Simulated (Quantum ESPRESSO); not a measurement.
# Band-structure run, with input and output: NiO$_{2}$ (part 2 of 2)

Continued. System: NiO$_{2}$ (P-3m1, 3 atoms in the cell). Method: Kohn-Sham DFT of a periodic cell, PBEsol, GBRV 1.5 PBEsol, spin-polarised (Quantum ESPRESSO 7.5); cutoff 612.26 eV, 11×11×6 k-mesh, fermi-dirac of 0.05 eV, collinear spins. The structure derives from a Materials Project entry.

Geometry of the input (Å; fractional positions):
```
2.7988  0.0000  0.0000
-1.3994  2.4238  0.0000
0.0000  0.0000  4.6183
Ni 0.0000  0.0000  0.5000
O  0.3333  0.6667  0.2940
O  0.6667  0.3333  0.7060
```

The program's output, continued
```
        k(   62) = (   0.4125253   0.8732959   0.1527778), wk =   0.0165289
        k(   63) = (   0.4125253   0.8732959   0.3055556), wk =   0.0165289
        k(   64) = (   0.4125253   0.8732959  -0.4583334), wk =   0.0082645
        k(   65) = (   0.0000000   0.1587811  -0.1527778), wk =   0.0082645
        k(   66) = (   0.0000000   0.1587811  -0.3055556), wk =   0.0082645
        k(   67) = (   0.0000000   0.3175622  -0.1527778), wk =   0.0082645
        k(   68) = (   0.0000000   0.3175622  -0.3055556), wk =   0.0082645
        k(   69) = (   0.0000000   0.4763432  -0.1527778), wk =   0.0082645
        k(   70) = (   0.0000000   0.4763432  -0.3055556), wk =   0.0082645
        k(   71) = (   0.0000000   0.6351243  -0.1527778), wk =   0.0082645
        k(   72) = (   0.0000000   0.6351243  -0.3055556), wk =   0.0082645
        k(   73) = (   0.0000000   0.7939054  -0.1527778), wk =   0.0082645
        k(   74) = (   0.0000000   0.7939054  -0.3055556), wk =   0.0082645
        k(   75) = (  -0.1375084   0.3969527  -0.1527778), wk =   0.0165289
        k(   76) = (  -0.1375084   0.3969527  -0.3055556), wk =   0.0165289
        k(   77) = (  -0.1375084   0.5557338  -0.1527778), wk =   0.0165289
        k(   78) = (  -0.1375084   0.5557338  -0.3055556), wk =   0.0165289
        k(   79) = (  -0.1375084   0.7145149  -0.1527778), wk =   0.0165289
        k(   80) = (  -0.1375084   0.7145149  -0.3055556), wk =   0.0165289
        k(   81) = (  -0.2750169   0.6351243  -0.1527778), wk =   0.0165289
        k(   82) = (  -0.2750169   0.6351243  -0.3055556), wk =   0.0165289
        k(   83) = (  -0.2750169   0.7939054  -0.1527778), wk =   0.0165289
        k(   84) = (  -0.2750169   0.7939054  -0.3055556), wk =   0.0165289

     Dense  grid:    24377 G-vectors     FFT dimensions: (  32,  32,  54)

     Smooth grid:     8677 G-vectors     FFT dimensions: (  24,  24,  40)

     Check: negative core charge=   -0.000004
     Generating pointlists ...
     new r_m :   0.1827 (alat units)  1.4618 (a.u.) for type    1
     new r_m :   0.1827 (alat units)  1.4618 (a.u.) for type    2

     Initial potential from superposition of free atoms

     starting charge      28.0000, renormalised to      30.0000
     Starting wfcs are   21 randomized atomic wfcs +    4 random wfcs

     Self-consistent Calculation

     iteration #  1     ecut=    45.00 Ry     beta= 0.30
     Davidson diagonalization with overlap
     ethr =  1.00E-02,  avg # of iterations =  5.7

     total energy              =    -396.16285707 Ry
     estimated scf accuracy    <      32.92829631 Ry

     total magnetization       =     0.39 Bohr mag/cell
     absolute magnetization    =     0.44 Bohr mag/cell

     iteration #  2     ecut=    45.00 Ry     beta= 0.30
     Davidson diagonalization with overlap
     ethr =  1.00E-02,  avg # of iterations =  3.0

     total energy              =    -406.47769735 Ry
     estimated scf accuracy    <      18.13063586 Ry

     total magnetization       =     0.03 Bohr mag/cell
     absolute magnetization    =     0.04 Bohr mag/cell

     iteration #  3     ecut=    45.00 Ry     beta= 0.30
     Davidson diagonalization with overlap
     ethr =  1.00E-02,  avg # of iterations =  2.0

     total energy              =    -406.99854067 Ry
     estimated scf accuracy    <       1.84619985 Ry

     total magnetization       =     0.02 Bohr mag/cell
     absolute magnetization    =     0.19 Bohr mag/cell

     iteration #  4     ecut=    45.00 Ry     beta= 0.30
     Davidson diagonalization with overlap
     ethr =  6.15E-03,  avg # of iterations =  1.2

     total energy              =    -407.33382438 Ry
     estimated scf accuracy    <       1.13672319 Ry

     total magnetization       =     0.00 Bohr mag/cell
     absolute magnetization    =     0.16 Bohr mag/cell

     iteration #  5     ecut=    45.00 Ry     beta= 0.30
     Davidson diagonalization with overlap
     ethr =  3.79E-03,  avg # of iterations =  1.0

     total energy              =    -407.40649782 Ry
     estimated scf accuracy    <       0.04640057 Ry

     total magnetization       =     0.00 Bohr mag/cell
     absolute magnetization    =     0.19 Bohr mag/cell

     iteration #  6     ecut=    45.00 Ry     beta= 0.30
     Davidson diagonalization with overlap
     ethr =  1.55E-04,  avg # of iterations =  2.3

     total energy              =    -407.37792722 Ry
     estimated scf accuracy    <       0.21038028 Ry

     total magnetization       =     0.00 Bohr mag/cell
     absolute magnetization    =     0.12 Bohr mag/cell

     iteration #  7     ecut=    45.00 Ry     beta= 0.30
     Davidson diagonalization with overlap
     ethr =  1.55E-04,  avg # of iterations =  2.0

     total energy              =    -407.41142126 Ry
     estimated scf accuracy    <       0.05899686 Ry

     total magnetization       =     0.00 Bohr mag/cell
     absolute magnetization    =     0.09 Bohr mag/cell

     iteration #  8     ecut=    45.00 Ry     beta= 0.30
     Davidson diagonalization with overlap
     ethr =  1.55E-04,  avg # of iterations =  1.0

     total energy              =    -407.41709676 Ry
     estimated scf accuracy    <       0.00019481 Ry

     total magnetization       =     0.00 Bohr mag/cell
     absolute magnetization    =     0.04 Bohr mag/cell

     iteration #  9     ecut=    45.00 Ry     beta= 0.30
     Davidson diagonalization with overlap
     ethr =  6.49E-07,  avg # of iterations =  2.8

     total energy              =    -407.41700828 Ry
     estimated scf accuracy    <       0.00225690 Ry

     total magnetization       =     0.00 Bohr mag/cell
     absolute magnetization    =     0.03 Bohr mag/cell

     iteration # 10     ecut=    45.00 Ry     beta= 0.30
     Davidson diagonalization with overlap
     ethr =  6.49E-07,  avg # of iterations =  1.8

     total energy              =    -407.41702063 Ry
     estimated scf accuracy    <       0.00032621 Ry

     total magnetization       =     0.00 Bohr mag/cell
     absolute magnetization    =     0.01 Bohr mag/cell

     iteration # 11     ecut=    45.00 Ry     beta= 0.30
     Davidson diagonalization with overlap
     ethr =  6.49E-07,  avg # of iterations =  1.2

     total energy              =    -407.41706841 Ry
     estimated scf accuracy    <       0.00004629 Ry

     total magnetization       =     0.00 Bohr mag/cell
     absolute magnetization    =     0.00 Bohr mag/cell

     iteration # 12     ecut=    45.00 Ry     beta= 0.30
     Davidson diagonalization with overlap
     ethr =  1.54E-07,  avg # of iterations =  1.0

     total energy              =    -407.41707220 Ry
     estimated scf accuracy    <       0.00000114 Ry

     total magnetization       =    -0.00 Bohr mag/cell
     absolute magnetization    =     0.00 Bohr mag/cell

     iteration # 13     ecut=    45.00 Ry     beta= 0.30
     Davidson diagonalization with overlap
     ethr =  3.81E-09,  avg # of iterations =  1.1

     total energy              =    -407.41707234 Ry
     estimated scf accuracy    <       0.00000012 Ry

     total magnetization       =    -0.00 Bohr mag/cell
     absolute magnetization    =     0.00 Bohr mag/cell

     iteration # 14     ecut=    45.00 Ry     beta= 0.30
     Davidson diagonalization with overlap
     ethr =  4.11E-10,  avg # of iterations =  1.9

     total energy              =    -407.41707239 Ry
     estimated scf accuracy    <          9.3E-09 Ry

     total magnetization       =    -0.00 Bohr mag/cell
     absolute magnetization    =     0.00 Bohr mag/cell

     iteration # 15     ecut=    45.00 Ry     beta= 0.30
     Davidson diagonalization with overlap
     ethr =  3.11E-11,  avg # of iterations =  2.0

     total energy              =    -407.41707240 Ry
     estimated scf accuracy    <          7.1E-10 Ry

     total magnetization       =    -0.00 Bohr mag/cell
     absolute magnetization    =     0.00 Bohr mag/cell

     iteration # 16     ecut=    45.00 Ry     beta= 0.30
     Davidson diagonalization with overlap
     ethr =  2.35E-12,  avg # of iterations =  2.0

     Magnetic moment per site  (integrated on atomic sphere of radius R)
     atom   1 (R=0.183)  charge= 15.0746  magn= -0.0000
     atom   2 (R=0.183)  charge=  5.0774  magn= -0.0000
     atom   3 (R=0.183)  charge=  5.0774  magn= -0.0000

     End of self-consistent calculation

     Number of k-points >= 100: set verbosity='high' to print the bands.

     the Fermi energy is     7.5599 ev

!    total energy              =    -407.41707242 Ry
     estimated scf accuracy    <          3.5E-10 Ry
     smearing contrib. (-TS)   =      -0.00000034 Ry
     internal energy E=F+TS    =    -407.41707208 Ry

     The total energy is F=E-TS. E is the sum of the following terms:
     one-electron contribution =    -353.82605476 Ry
     hartree contribution      =     189.26887836 Ry
     xc contribution           =     -49.23987572 Ry
     ewald contribution        =    -193.62001996 Ry

     total magnetization       =    -0.00 Bohr mag/cell
     absolute magnetization    =     0.00 Bohr mag/cell

     convergence has been achieved in  16 iterations

     Forces acting on atoms (cartesian axes, Ry/au):

     atom    1 type  1   force =     0.00000000    0.00000000    0.00000000
     atom    2 type  2   force =     0.00000000    0.00000000    0.01611155
     atom    3 type  2   force =     0.00000000    0.00000000   -0.01611155

     Total force =     0.022785     Total SCF correction =     0.000002

     Computing stress (Cartesian axis) and pressure

          total   stress  (Ry/bohr**3)                   (kbar)     P=      -41.43
  -0.00029181   0.00000000  -0.00000000          -42.93        0.00       -0.00
   0.00000000  -0.00029181  -0.00000000            0.00      -42.93       -0.00
  -0.00000000  -0.00000000  -0.00026122           -0.00       -0.00      -38.43

=------------------------------------------------------------------------------=
   JOB DONE.
=------------------------------------------------------------------------------=
```

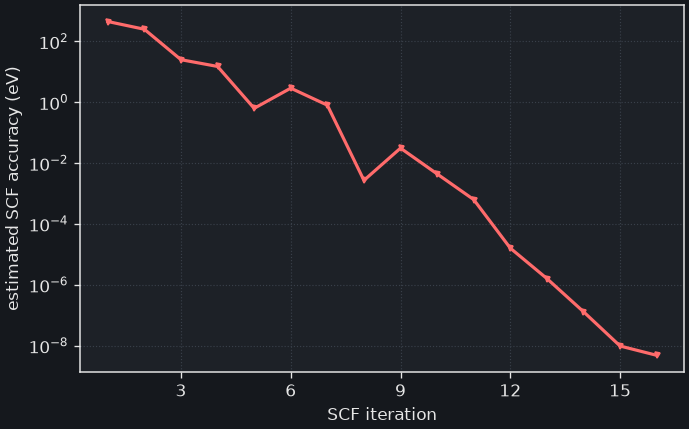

**Figure 1.** Convergence of the self-consistent field: estimated SCF accuracy against the iteration. The field takes 16 iterations in all.

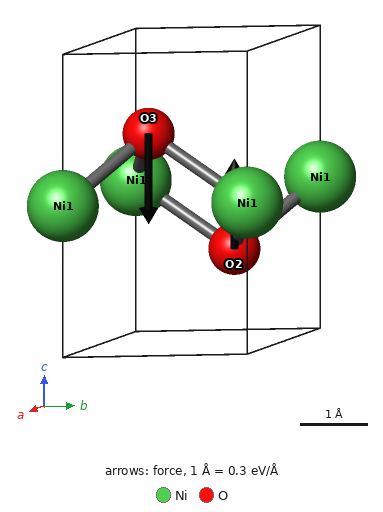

**Figure 2.** Forces on the atoms as black arrows (ball-and-stick view of the cell of the calculation, seen slightly off an axis; atoms are numbered from 1 in the order of the input). The largest act on O2, O3 (0.41 eV/Å). The geometry is not a stationary point of this energy.
